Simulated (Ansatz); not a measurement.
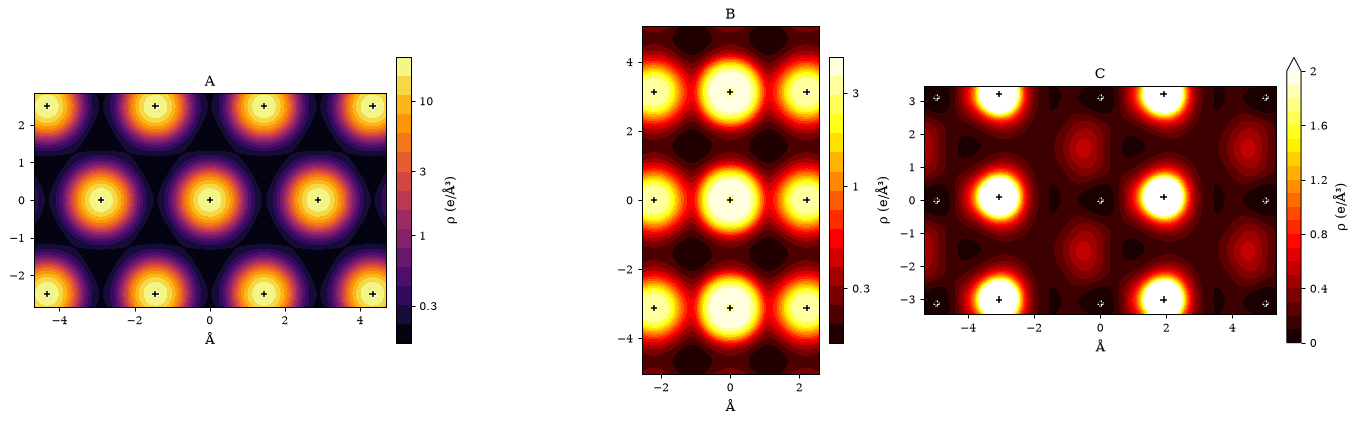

The valence charge density (pseudo) of 3 systems, each on a plane through atoms (crosses mark nuclei in the plane).

The calculation used DFT PBE, scalar-relativistic, plane waves, PAW (Ansatz).

System 1: TaN, the (001) plane of the calculation cell. Space group Fm-3m.

System 2: Ag, the (101̄) plane of the conventional cell. Space group I4/mmm; changed on purpose from its base cell (strain -0.0050 x Voigt [0, 1, 0, 0, 0, 0], atoms carried along); computed pressure about 5 GPa in this cell; computed without spin polarisation.

```
Ag
1.0
     2.04310    0.00000    2.04310
    -2.04310    0.00000    2.04310
     0.00000   -4.06577    0.00000
Ag
2
Direct
  0.00000 0.00000 0.00000
  0.50000 0.50000 0.50000
```

System 3: AlN, the (110) plane of the conventional cell. Space group Cmc2₁; not relaxed (largest force 0.4 eV/Å); computed pressure about 4 GPa in this cell.

```xyz
8
Lattice="3.1110 0.0000 0.0000 0.0000 5.3884 0.0000 0.0000 0.0000 4.9780" Properties=species:S:1:pos:R:3 pbc="T T T"
Al    0.0000    1.7361    0.0000
Al    1.5555    4.4304    0.0000
Al    1.5555    0.9581    2.4890
Al    0.0000    3.6523    2.4890
N     0.0000    1.8496    1.9165
N     1.5555    4.5438    1.9165
N     1.5555    0.8446    4.4055
N     0.0000    3.5388    4.4055
```

### Match each panel to its system.

Panel A is system 2, Ag: the plane holds Ag. Ag–Ag (2.88 Å): ρ is about 0.22 e/Å³ halfway. Panel B is system 1, TaN: the plane holds Ta and N. Ta–N (2.21 Å): the density is about 0.53 e/Å³ at the midpoint. Panel C is system 3, AlN: the plane holds Al and N.
